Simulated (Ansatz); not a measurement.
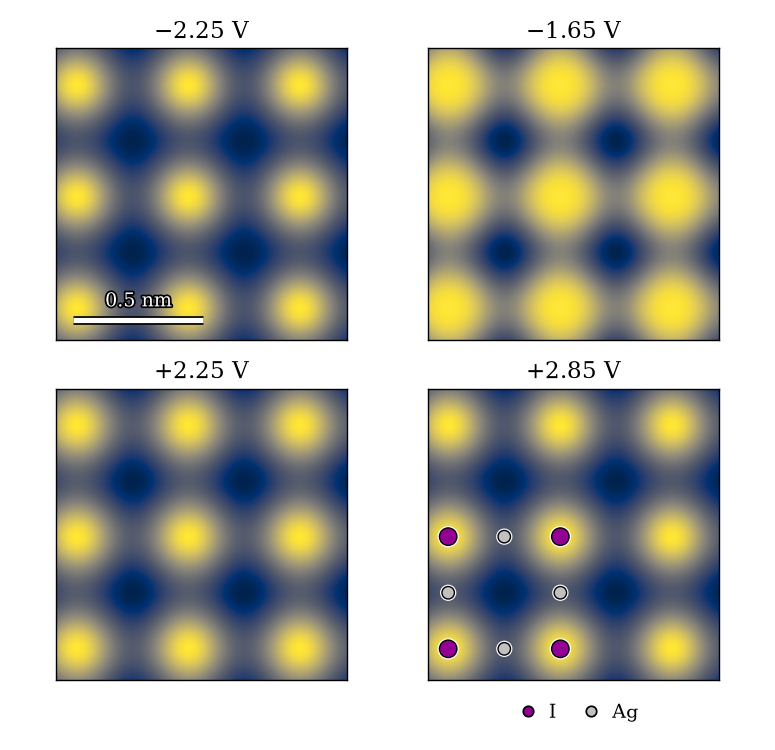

Constant-height images of monolayer AgI at 4 sample biases, each on its own colour scale; the last has the atoms seen from above drawn over one corner (deeper ones smaller).

Tersoff–Hamann simulation (s-wave tip); biases are sample biases. Zero bias is put in the middle of the gap by convention. Bias windows are sharp sums over the levels of the k mesh.

The calculation used DFT PBE+D3(BJ), scalar-relativistic, plane waves, PAW in Ansatz. Cutoff 420 eV, 17 × 17 k-points, Gaussian smearing 0.05 eV, dipole correction. No spin polarisation. Spin–orbit coupling is left out; with I it can shift levels and gaps. The run couldn't confirm all of its levels under its output density. The run warns that the functional's potential is rough in the thin density of the vacuum, where the tip is; weak contrasts and barriers may feel it.

```xyz
4
Lattice="4.3208 0.0000 0.0000 0.0000 4.3208 0.0000 0.0000 0.0000 21.8679" Properties=species:S:1:pos:R:3 pbc="T T T"
I     0.0000    2.1604    9.0000
Ag    0.0000    0.0000   10.9339
Ag    2.1604    2.1604   10.9339
I     2.1604    0.0000   12.8679
```

The last single point, restarted from the relaxation's density, took 110 s on 1 thread of Arm Neoverse V1 (shared host), peak memory 0.81 GiB.

> How do the images change with bias?

```json
{"bias": "−2.25 V", "height (Å)": "4.0", "bright/dark": "4.7", "brightest over": "top I atoms"}
{"bias": "−1.65 V", "height (Å)": "4.0", "bright/dark": "2.2", "brightest over": "top I atoms"}
{"bias": "+2.25 V", "height (Å)": "4.0", "bright/dark": "2.9", "brightest over": "top I atoms"}
{"bias": "+2.85 V", "height (Å)": "4.0", "bright/dark": "2.3", "brightest over": "top I atoms"}
```

On its k mesh the sheet has a gap of 2.06 eV, inside which this model gives no current; semilocal functionals usually make such gaps too small.
